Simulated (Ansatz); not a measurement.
Consider MoS₂.

```
Mo S
1.0
     3.14143    0.00000    0.00000
     0.00000    5.60435    0.00000
     0.00000    0.00000   12.57882
Mo S
4 8
Direct
  0.00000 0.33333 0.25000
  0.50000 0.83333 0.25000
  0.50000 0.16667 0.75000
  0.00000 0.66667 0.75000
  0.00000 0.33333 0.62605
  0.50000 0.83333 0.62605
  0.50000 0.16667 0.12605
  0.00000 0.66667 0.12605
  0.00000 0.33333 0.87395
  0.50000 0.83333 0.87395
  0.50000 0.16667 0.37395
  0.00000 0.66667 0.37395
```

Space group Cmcm; changed on purpose from its base cell (strain +0.0300 x Voigt [0, 1, 0, 0, 0, 0], atoms carried along); not relaxed (largest force 0.3 eV/Å); computed pressure about −4 GPa in this cell; computed without spin polarisation.

All numbers below come from DFT PBEsol, scalar-relativistic, plane waves, PAW (Ansatz).

### Predict the valence pseudo-density and electron localisation function between the atoms.

Mo–S (2.40 Å): the density is about 0.61 e/Å³ at the midpoint; the ELF peaks at about 0.85 in the valence shell of S, 0.8 Å from its nucleus, and is about 0.45 at the midpoint.

### Metal or insulator at this level of theory?

It is gapped, with a Kohn–Sham gap of 0.95 eV on the k-point mesh, an upper bound to the gap of this method.

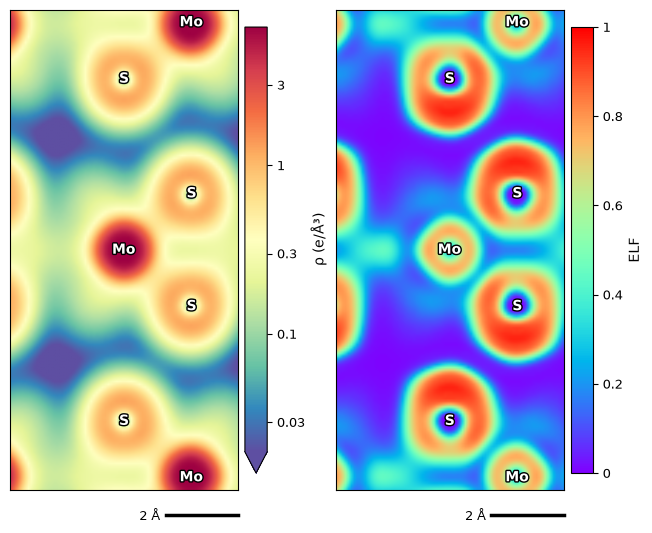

Computed valence pseudo-density and electron localisation function on the (100) plane of the conventional cell, in this order. 

In a PAW calculation such maps are meaningful between the atoms, not at the nuclei.
